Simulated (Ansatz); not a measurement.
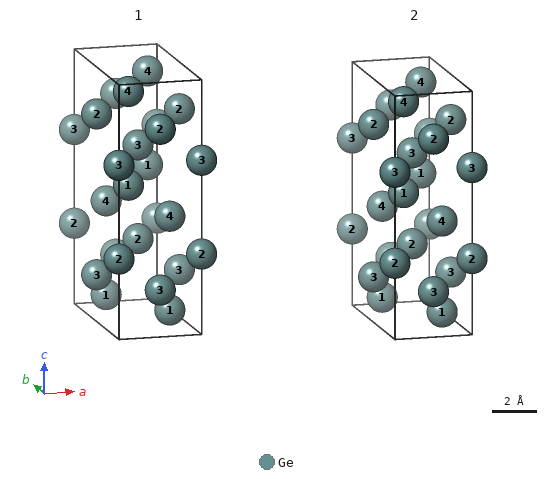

Two geometries of crystalline Ge (a generated structure, set up in Fddd) (coarse preliminary run), drawn at one scale. One is the start of a relaxation, the other its converged end. The picture is a spheres-only view of the conventional cell (4 times the calculation's cell), seen slightly off an axis. Lengths and directions refer to the drawn axes.

Computed with DFT PBE, scalar-relativistic, plane waves, PAW (Ansatz). Settings: plane-wave cutoff 420 eV; k-point mesh 6 × 6 × 6; occupations gaussian; smearing width 0.1 eV; no spin polarisation; cell and atoms relaxed; force threshold 0.04 eV/Å; at most 70 steps.

Which one is relaxed?

Answer. Structure 1 is the relaxed one. The energy falls by 0.638 eV per cell of the calculation in 3 accepted moves (5 points after the start). Largest force component: 1.2 eV/Å at the start, 0.0082 eV/Å at the end. The pressure goes from 15.23 to 0.11 GPa. The line search rejected the trial step at point 3 of the run. The SCF was repeated once at an unchanged geometry on a basis and grid sized afresh for the cell, which shifted the energy by 6.0 meV per cell of the calculation at most. The largest moves relative to the cell, 0.032 Å, are those of Ge1, Ge2, Ge3 and Ge4. Ge4 goes along −c. The volume changes by +17.2 %, with a 3.648 → 3.910 Å (+7.2 %), b 7.292 → 7.621 Å (+4.5 %), c 11.383 → 11.905 Å (+4.6 %). Near-neighbour distances that change, for instance: Ge1–Ge4 2.324 → 2.507 Å, Ge1–Ge3 2.476 → 2.562 Å. Among the angles between lasting bonds that change: Ge4–Ge2–Ge4 110.8° → 113.4°. The space group stays Fddd (No. 70).
